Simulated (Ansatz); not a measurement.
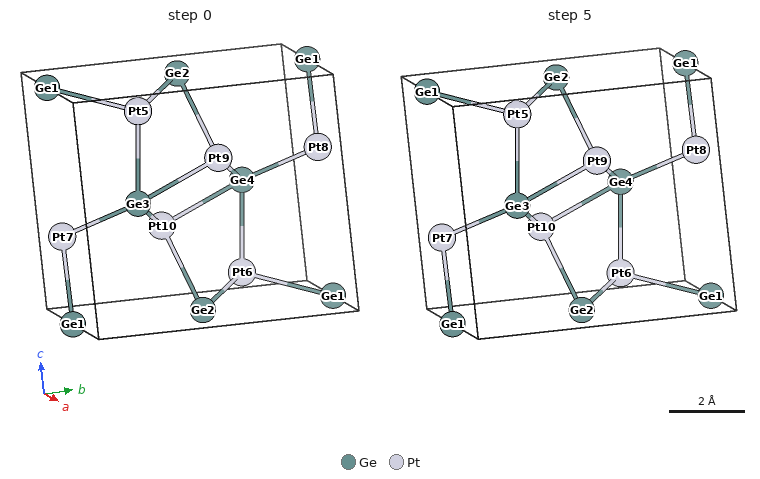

The structure of crystalline Ge₂Pt₃ (set up in P2_1/m) before (left) and after (right) a relaxation, at one scale.

A ball-and-stick model of the cell of the calculation, seen slightly off an axis.

All numbers below come from Ansatz 0.2.0, DFT LDA, scalar-relativistic, plane waves, PAW. Set-up: plane-wave cutoff 420 eV; k-point mesh 10 × 6 × 6; occupations gaussian; smearing width 0.1 eV; no spin polarisation; cell and atoms relaxed; force threshold 0.005 eV/Å; at most 80 steps.

Q: Summarise the run.

A: Over 4 accepted moves (5 points after the start) the energy falls by 12.5 meV per atom. Largest force component: 0.11 eV/Å at the start, 0.0029 eV/Å at the end. Pressure: −6.74 GPa at the start and 0.01 GPa at the end. At 1 point the geometry stayed and the basis and grid were re-selected for the new cell (energy shift of 0.2 meV per atom at most each time). The largest moves relative to the cell, 0.010 Å, are those of Pt5 and Pt6. Pt6 goes roughly along −c. Largest moves by element: Pt 0.010 Å, Ge 0.003 Å. The drawn cell changes as follows: a 3.494 → 3.458 Å (−1.0 %), b 7.585 → 7.531 Å (−0.7 %), c 6.364 → 6.257 Å (−1.7 %), β 105.8° → 106.0°; the volume changes by −3.5 %. Some distances before and after: Ge1–Pt7 2.666 → 2.631 Å, Ge3–Pt10 2.559 → 2.529 Å, Ge1–Pt5 2.613 → 2.589 Å. Within 0.06 Å the space group is Cmcm at the start and Cmcm at the end; at a tighter tolerance small leftover displacements or strains of the cell lower it.
